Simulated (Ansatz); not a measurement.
The coordinates of a crystal:

```
Ti Al
1.0
     2.83968    0.00000    0.00000
     0.00000    4.68126    0.00000
     0.00000    0.00000    4.90074
Ti Al
1 3
Direct
  0.00000 0.50000 0.16592
  0.50000 0.50000 0.66727
  0.50000 0.00000 0.33091
  0.00000 0.00000 0.83590
```

Q: Give a crystallographic description of this input.

A: It has the composition TiAl3. It belongs to space group Pmm2 (No. 25) and has a primitive orthorhombic lattice. With Z = 1, the cell contains 1 Ti, 3 Al. The neighbours of Ti are ten Al and two Ti in an anticuboctahedral arrangement (2.83 to 2.85 Å to Al, 2.84 Å to Ti). Al takes three kinds of site: 1d with eight Al and four Ti in an anticuboctahedral arrangement (2.84 to 2.86 Å to Al, 2.83 to 2.84 Å to Ti); 1c with eight Al and four Ti in an anticuboctahedral arrangement (2.81 to 2.86 Å to Al, 2.85 Å to Ti); 1a with ten Al and two Ti in an anticuboctahedral arrangement (2.81 to 2.86 Å to Al, 2.85 Å to Ti). The bonds build a three-dimensional framework.

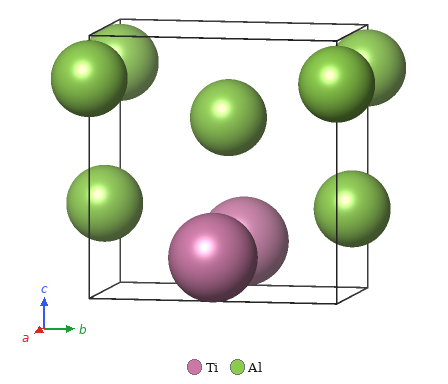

The structure above is drawn in spheres-only style and viewed slightly off an axis. One conventional unit cell is framed, with atoms on its boundary repeated.

Origin of the cell: a structure listed in the Materials Project. Earlier steps of the study, as a rule a relaxation of our own, may have changed the cell and positions, so they can lie some per cent off the listed ones. Ansatz was used for an electronic-structure calculation on it.
